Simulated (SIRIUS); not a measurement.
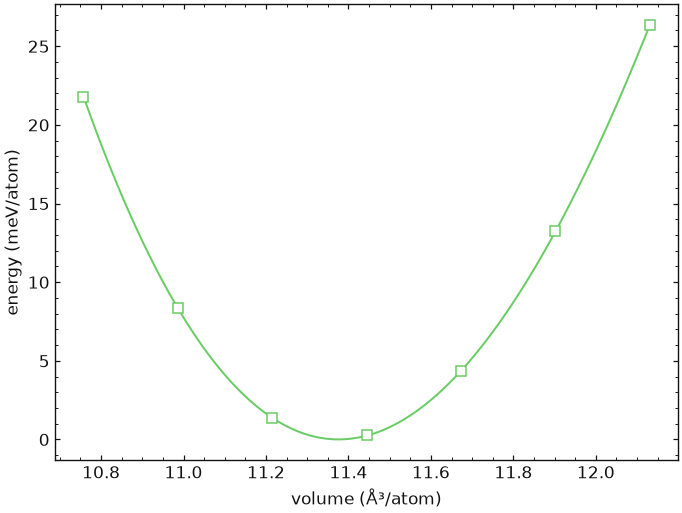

The picture above shows the energy against volume for GaN, space group F-43m (No. 216).

Cell as given: a = 3.187 Å, b = 3.187 Å, c = 3.187 Å, α = 60.00°, β = 60.00°, γ = 60.00°; 2 atoms.

Calculation (SIRIUS 7.12.0): all-electron LAPW DFT, no spin polarisation; energies at scaled volumes of the given cell, shape and fractions fixed, counted from the fit's minimum, third-order Birch-Murnaghan fit. Level: PBEsol.

- k mesh: 10×10×10
- occupations: Fermi–Dirac
- smearing width: 0.05 eV
- potentials: all electron FP LAPW
- program settings: basis apw+lo standard, gk cutoff 4.93 1/bohr, pw cutoff 26 1/bohr

Q: What equilibrium volume and bulk modulus follow from the curve?

A: A third-order Birch–Murnaghan fit gives V0 = 11.38 Å³/atom, B0 = 188 GPa and B′ = 4.2.
